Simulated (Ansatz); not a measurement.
# Run report: Al, geometry relaxation

System: Al (Fm-3m, 1 atom in the cell).
Method: DFT PBE, scalar-relativistic, plane waves, PAW, no spin polarisation (Ansatz 0.2.0).

The structure derives from an entry of the Crystallography Open Database. Figures and captions count atoms from 1; the log counts them from 0 in places.

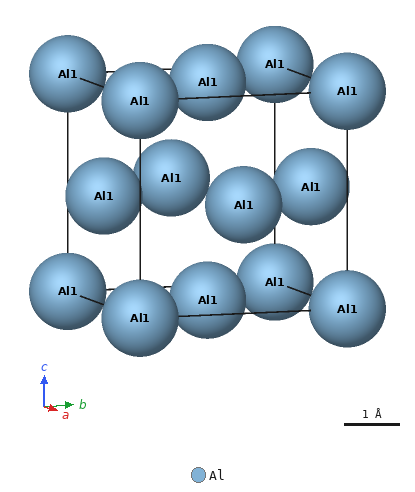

*The structure as given in the input (spheres-only view of the cell 4 times as large as that of the calculation, set on its symmetry axes, seen slightly off an axis; atoms are numbered from 1 in the order of the input).*

## Key numbers

| quantity | value |
| --- | --- |
| outcome | converged |
| space group (tolerance 0.01 Å) | Fm-3m (225) |
| electrons treated | 3 |
| free energy | −537.5011 eV |
| Fermi energy | 7.938 eV |
| gap on the k-point mesh | none (metallic) |
| pressure | 0.04 GPa |
| final volume | 16.49 Å³ |
| largest force (length of the vector) at the end | under 0.001 eV/Å |
| final cell | a = 2.857 Å, b = 2.857 Å, c = 2.857 Å, α = 60.00°, β = 60.00°, γ = 60.00° |
| hardware | 4 threads of AMD EPYC (Zen 3), 32 GiB of memory available, shared host |
| wall time | 1.8 s (CPU time 5.6 s) |
| peak memory | 0.36 GiB |

## Input
```yaml
crystal:
  lattice:
    - [0.0, 2.02398, 2.02398]
    - [2.02398, 0.0, 2.02398]
    - [2.02398, 2.02398, 0.0]
  atoms:
    - { symbol: Al, position: [0.0, 0.0, 0.0] }
basis:
  ecutwfc: 420
kpoints:
  mp_grid: { grid: [18, 18, 18] }
hamiltonian:
  xc: pbe
scf:
  occupations: { method: gaussian, width: 0.1 }
output:
  forces: true
  stress: true
  eigenvalues: true
  write_density: true
  write_potential: true
  elf: true
  volumetric_format: npy
relax:
  adjacent_minimum: "off"
  f_tol: 0.005
  max_steps: 80
  cell: { stress_tol: 0.05 }
```

Launched with:
```bash
ansatz run input.yaml --threads 4 --pin off --max-ram 10240MiB --backend cpu --events-out ev --progress --plain --runs-dir out
```

## The program's output
```
Engine: ansatz 0.2.0, x86_64-unknown-linux-gnu
Pseudopotentials: kind: paw
Pseudopotential: Al, paw, valence charge 3, recommended cutoff 420 eV (normal), Al.paw.azcp
Functional definition: PBE
  parameter kappa = 0.804
  parameter beta = 0.06672455060314922
  exchange = pbe_x(kappa = kappa, mu = beta*pi^2/3)
  correlation = pbe_c(beta = beta)
Crystal: 1 atoms, lattice volume = 16.582 Å³
Basis set: ecut = 420 eV, 331 PW (Γ), exchange–correlation on 40×40×40 points (8 copies of the dense FFT grid, shifted against one another)
Bands: 6, of which v1, the nominal top of the filled ones, is band 2 counted from 1 (1 counted from 0)
Symmetry: 48 space group operations
Space group: Fm-3m (ITA 225), of the structure as read, at distance tolerance 2.6e-5 Å
k-points: 195 of 5832
Non-local potential: Al, projectors of the file, l = 0: 2, l = 1: 2, l = 2: 1
PAW form: soft (Blöchl's): semilocal exchange-correlation on the pseudo side does not see the compensation charge
PAW one-centre angular grid: Al, 110 points (default); XC on 64 Gauss nodes
Initial density: superposition of atomic densities (neutral atoms: chi_scale 0, normalization atom), corrected by the library's trained network
Initial wavefunctions: pseudopotential atomic-orbital guess
Functional: x = pbe(κ = 0.804, μ = 0.2195149727645171), c = pbe(β = 0.06672455060314922)
SCF iter   1: F=—  HF=-537.500964 eV  |F-HF|=—  |Δ(HF+E_count)|=         —  Δρ=4.58e-4  dr2=1.02e-5  ethr=1.77e-3  ⟨swp⟩=4.7  Hψ=9901  notcnv=0
preconditioner: auto → none  [metal: Δε(μ)=0.007 eV  Ē_g=13.142 eV  σ=0.100 eV  W_gap=0.04  n_scr=0 (ndim 8)  ℏωp=15.8 eV  f_vac=0.000  D(μ)=0.58/eV (n_scr^D=0)]
SCF iter   2: F=—  HF=-537.501008 eV  |F-HF|=—  |Δ(HF+E_count)|=   4.38e-5  Δρ=2.31e-4  dr2=2.41e-6  ethr=3.39e-7  ⟨swp⟩=2.0  Hψ=2988  notcnv=0
iter 3 did not close the SCF: its close was put off for the readings that it lacked (scf_convergence_deferred on its scf_iter line)
SCF iter   3: F=-537.501018 eV  HF=-537.501018 eV  |F-HF|=1.57e-9  |Δ(HF+E_count)|=   1.02e-5  Δρ=1.43e-5  dr2=3.11e-8  ethr=8.02e-8  ⟨swp⟩=2.0  Hψ=1367  notcnv=0
iter 4 did not close the SCF: its close was put off for the readings that it lacked (scf_convergence_deferred on its scf_iter line)
SCF iter   4: F=-537.501018 eV  HF=-537.501018 eV  |F-HF|=7.85e-10  |Δ(HF+E_count)|=  2.06e-11  Δρ=4.59e-6  dr2=3.66e-9  ethr=1.04e-9  ⟨swp⟩=1.0  Hψ=1077  notcnv=0
iter 5 did not close the SCF: its close was put off for the readings that it lacked (scf_convergence_deferred on its scf_iter line)
SCF iter   5: F=-537.501018 eV  HF=-537.501018 eV  |F-HF|=1.40e-11  |Δ(HF+E_count)|=  7.09e-10  Δρ=4.98e-7  dr2=4.79e-11  ethr=1.22e-10  ⟨swp⟩=1.0  Hψ=1077  notcnv=0
SCF iter   6: F=-537.501018 eV  HF=-537.501018 eV  |F-HF|=7.96e-13  |Δ(HF+E_count)|=  1.02e-11  Δρ=1.11e-7  dr2=2.39e-12  ethr=1.60e-12  ⟨swp⟩=4.1  Hψ=4470  notcnv=0
SCF 1 converged in 6 iterations: F = -537.501018 eV  dr2 = 2.39e-12
  greatest PAW one-centre occupation: 0.446 electrons in one spin orbital (limit 2), on the Al atom at site 0 (counted from 0), in its partial waves of l = 0
relax step   1: F+E_penalty+E_count = -537.50101813 eV  Δ(F+E_penalty+E_count) = +0.000e0 eV  max|allowed force component| = 0.000e0 eV/Å  Δτ_max = 0.0000 Å  P = -0.369 GPa  Ω = 16.582 Å³  (6 SCF iters, accepted)
Crystal: 1 atoms, lattice volume = 16.492 Å³
Initial density: handed on by an earlier stage of this run
Initial wavefunctions: those handed on with the density
iter 1 solved again at ethr=1.11e-7 eV; its pass at ethr=3.10e-3 eV (dr2=3.32e-6 eV) is discarded
SCF iter   1: F=—  HF=-537.501130 eV  |F-HF|=—  |Δ(HF+E_count)|=         —  Δρ=1.47e-4  dr2=3.64e-6  ethr=1.11e-7  ⟨swp⟩=2.5  Hψ=10940  notcnv=0
preconditioner: auto → none  [metal: Δε(μ)=0.016 eV  Ē_g=13.187 eV  σ=0.100 eV  W_gap=0.09  n_scr=0 (ndim 8)  ℏωp=15.8 eV  f_vac=0.000  D(μ)=0.59/eV (n_scr^D=0)]
SCF iter   2: F=—  HF=-537.501150 eV  |F-HF|=—  |Δ(HF+E_count)|=   2.02e-5  Δρ=7.25e-5  dr2=8.71e-7  ethr=1.11e-7  ⟨swp⟩=1.0  Hψ=1170  notcnv=0
SCF iter   3: F=-537.501149 eV  HF=-537.501149 eV  |F-HF|=7.11e-11  |Δ(HF+E_count)|=   1.03e-6  Δρ=6.55e-7  dr2=4.17e-11  ethr=3.33e-9  ⟨swp⟩=5.0  Hψ=4227  notcnv=0
SCF 2 converged in 3 iterations: F = -537.501149 eV  dr2 = 4.17e-11
relax step   2: F+E_penalty+E_count = -537.50114924 eV  Δ(F+E_penalty+E_count) = -1.311e-4 eV  max|allowed force component| = 0.000e0 eV/Å  Δτ_max = 0.0000 Å  P = +0.047 GPa  Ω = 16.492 Å³  energy of the carried Pulay correction = +4.012e-5 eV  (3 SCF iters, dr2 threshold 1.00e-7 eV, accepted)
Initial wavefunctions: pseudopotential atomic-orbital guess (no wavefunctions were taken with the density)
iter 1 solved again at ethr=4.06e-9 eV; its pass at ethr=3.10e-3 eV (dr2=1.22e-7 eV) is discarded
SCF iter   1: F=—  HF=-537.501078 eV  |F-HF|=—  |Δ(HF+E_count)|=         —  Δρ=5.14e-6  dr2=3.99e-10  ethr=4.06e-9  ⟨swp⟩=3.1  Hψ=13553  notcnv=0
SCF iter   2: F=—  HF=-537.501102 eV  |F-HF|=—  |Δ(HF+E_count)|=   2.35e-5  Δρ=2.73e-6  dr2=1.32e-10  ethr=1.33e-11  ⟨swp⟩=2.0  Hψ=1466  notcnv=0
SCF iter   3: F=-537.501102 eV  HF=-537.501102 eV  |F-HF|=5.91e-12  |Δ(HF+E_count)|=   1.42e-9  Δρ=2.51e-7  dr2=3.81e-12  ethr=1.00e-12  ⟨swp⟩=3.3  Hψ=4566  notcnv=0
SCF 3 converged in 3 iterations: F = -537.501102 eV  dr2 = 3.81e-12
relax step   3: F+E_penalty+E_count = -537.50110186 eV  Δ(F+E_penalty+E_count) = +4.738e-5 eV  max|allowed force component| = 0.000e0 eV/Å  Δτ_max = 0.0000 Å  P = +0.043 GPa  Ω = 16.492 Å³  stress off target by 4.28e-2 GPa  SCF on the basis re-selected at this cell (its energy is not comparable with the rows above)  (3 SCF iters)
```

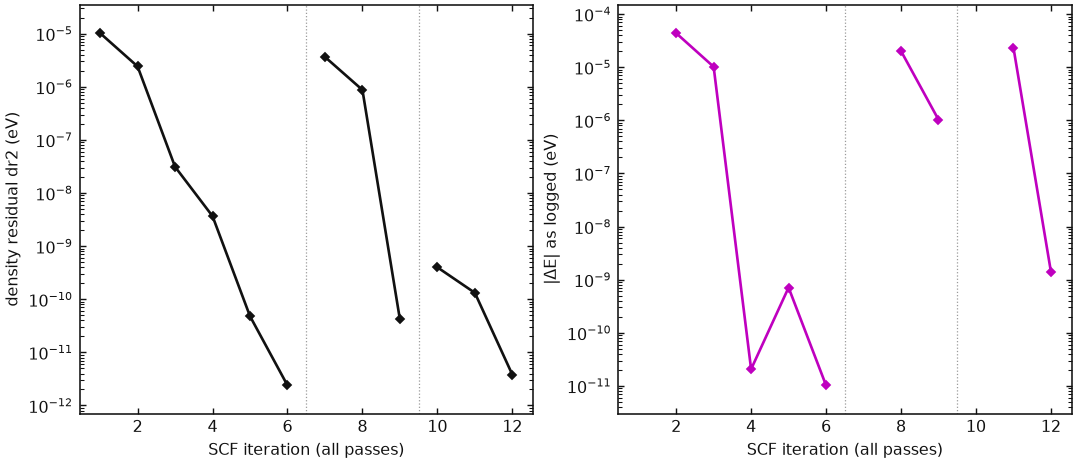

*Convergence of the self-consistent field: density residual dr2 and size of the energy change against the SCF iteration. The dotted lines part the SCF passes of the relaxation: geometry steps, rejected trials and re-solves on a re-selected basis.*

The passes take 6, 3 and 3 iterations.

```
basis re-selected at this cell: Δ(F+E_penalty+E_count) = +4.738e-5 eV, ΔP = -0.004 GPa vs the last step (what re-selecting the basis moved, of the pressure what is left beyond the Pulay correction that the steps carried, after the strain that the cell walked since its last selection, with what the two solves' SCF thresholds leave and, on support functions, any second-order correction that the steps lacked; it is no measure of the basis error at this ecutwfc). This SCF's stress stands 4.28e-2 GPa from its target on what of the cell is left free (relax.cell.stress_tol is 5.00e-2 GPa) and its largest allowed force component is 0.00e0 eV/Å (relax.f_tol is 5.00e-3 eV/Å): within both
SCF converged after 3 iterations
Free energy (F): -537.501102 eV
Harris-Foulkes:  -537.501102 eV  (|F-HF|=5.91e-12)
Internal energy: -537.498175 eV  (E = F + TS)
E sigma→0 (E₀):  -537.499638 eV
Entropy (-TS):   -0.002927 eV (-2.927 meV/atom)
Fermi energy:    7.938400 eV
--- Per-component energies (eV) ---
  E_band       = 10.583253
  E_kinetic    = 22.775920
  E_local      = 9.902914  (includes V_loc(G=0)·N_el)
  E_nonlocal   = 10.315565
  E_hartree    = 0.104285
  E_xc         = -39.733935
  E_vxc        = -28.959932  (∫ρ·V_xc dr)
  E_paw        = -467.336684  (= ΣΔE_a)
  E_vpaw       = -3.659781  (= ΣTr[D̂ρ^β])
  E_aug_tail   = -0.000002  (compensation charges beyond the density's cutoff)
  E_ewald      = -73.526237
  E_smearing   = -0.002927  (= −TS)
  E_closure    = 0.000000  (closes the sum)
  Σ components = -537.501102   (vs F -537.501102, Δ=0.00e0)
--- Forces (eV/Å), atoms counted from 1 ---
  atom   1  Al     0.00000000     0.00000000     0.00000000
  max |Σ_I F_I| component: 2.05e-32 eV/Å
--- Stress (GPa, compression-positive) ---
        0.042838       0.000000       0.000000
        0.000000       0.042838       0.000000
        0.000000       0.000000       0.042838
  P = ⅓ Tr σ = 0.0428 GPa (0.428 kbar)
--- Band table (eV; the first three rows and the last of 195) ---
  k-point 0: bands = ["-3.1812", "20.4734", "20.4734", "20.4734", "22.0709", "22.0709"]
  k-point 1: bands = ["-3.0973", "19.0018", "20.1839", "20.1839", "22.4894", "22.4894"]
  k-point 2: bands = ["-2.8460", "16.8007", "19.6927", "19.6927", "22.6894", "23.3374"]
  k-point 194: bands = ["6.6673", "7.5907", "7.9368", "9.2845", "22.3726", "23.7487"]
--- Relaxed structure (2 steps of the walk, 2 accepted, 1 SCFs on fresh bases) ---
  F+E_penalty+E_count = -537.50110186 eV   max|allowed force component| = 0.000e0 eV/Å   (the final SCF, on the basis selected at the relaxed cell)
  cell:  # Å, volume = 16.4924 Å³
    - [-1.6559959106910663e-34, 2.0203111185145954, 2.0203111185145954]
    - [2.0203111185145954, -5.6049092361851485e-34, 2.0203111185145954]
    - [2.0203111185145954, 2.0203111185145954, -1.4012273090462873e-34]
  atoms:
    - { symbol: Al, position: [0.0, 0.0, 0.0] }
```

## Trajectory as extended XYZ (Å, eV, eV/Å), 3 frames, from step=1 to step=3
```
1
Lattice="0.0000 2.0240 2.0240 2.0240 0.0000 2.0240 2.0240 2.0240 0.0000" Properties=species:S:1:pos:R:3:forces:R:3 step=1 energy=-537.50102 pressure_GPa=-0.37
Al    0.0000    0.0000    0.0000    0.0000   0.0000   0.0000
1
Lattice="0.0000 2.0203 2.0203 2.0203 0.0000 2.0203 2.0203 2.0203 0.0000" Properties=species:S:1:pos:R:3:forces:R:3 step=2 energy=-537.50115 pressure_GPa=0.05
Al    0.0000    0.0000    0.0000    0.0000   0.0000   0.0000
1
Lattice="0.0000 2.0203 2.0203 2.0203 0.0000 2.0203 2.0203 2.0203 0.0000" Properties=species:S:1:pos:R:3:forces:R:3 step=3 energy=-537.50110 pressure_GPa=0.04
Al    0.0000    0.0000    0.0000    0.0000   0.0000   0.0000
```

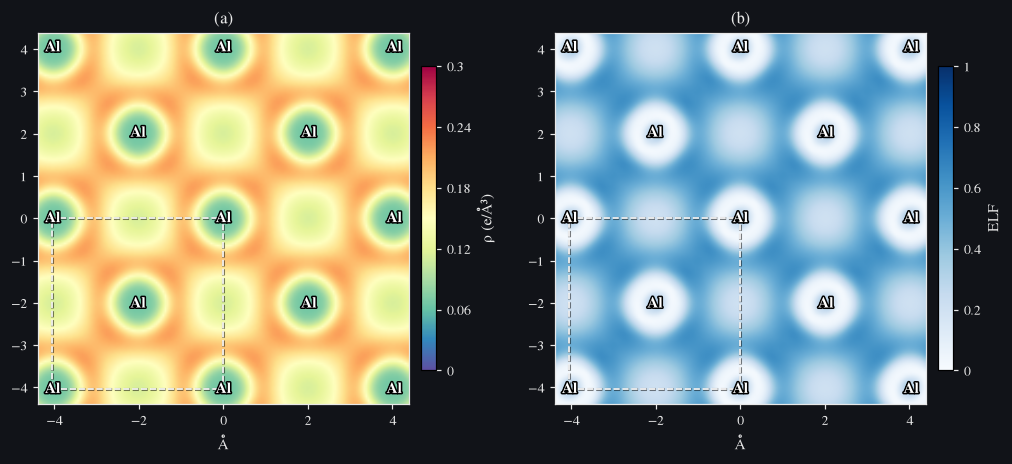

*(a) valence charge density (pseudo); (b) electron localisation function on the (100) plane of the conventional cell.*

Al–Al (2.86 Å): the density is about 0.2 e/Å³ at the midpoint; the ELF is about 0.60 at the midpoint, as expected for nearly free electrons, as in a simple metal. Away from the nuclei the density in this plane falls to 0.11 e/Å³ at its lowest. In a PAW calculation such maps are meaningful between the atoms, not at the nuclei.

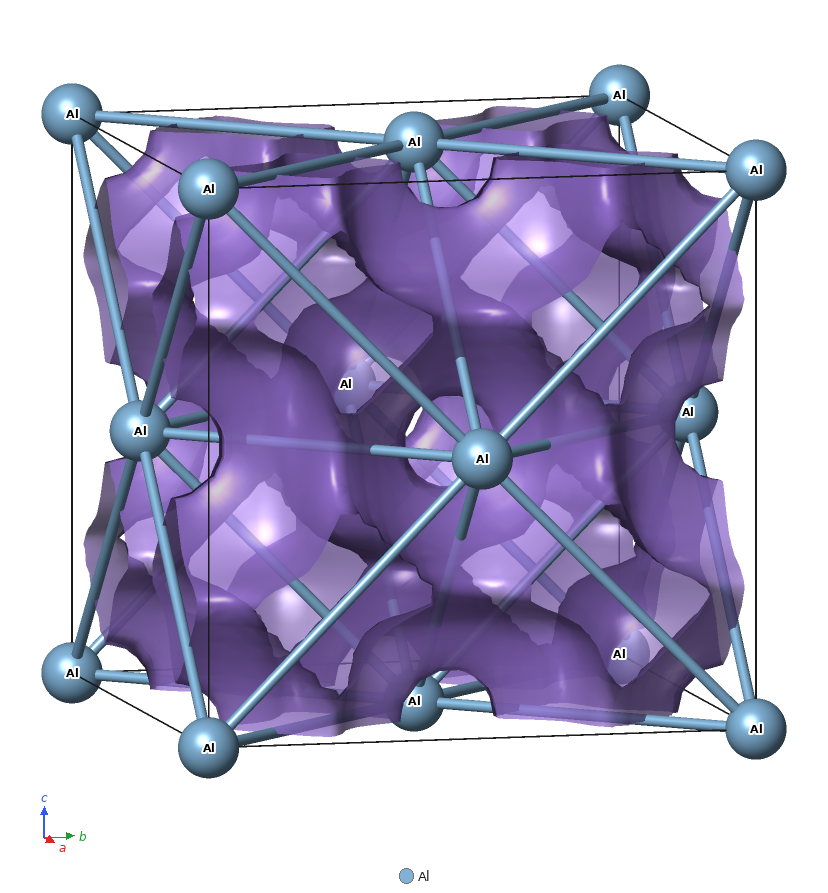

*Isosurface of the ELF at 0.55 (purple), seen slightly off an axis. Core shells and regions of very low density are left out. Sticks mark near contacts. The outline is the cell set on symmetry axes.*

Profiles from the grid: Al–Al (2.86 Å): the ELF is about 0.60 at the midpoint, which marks metallic bonding.
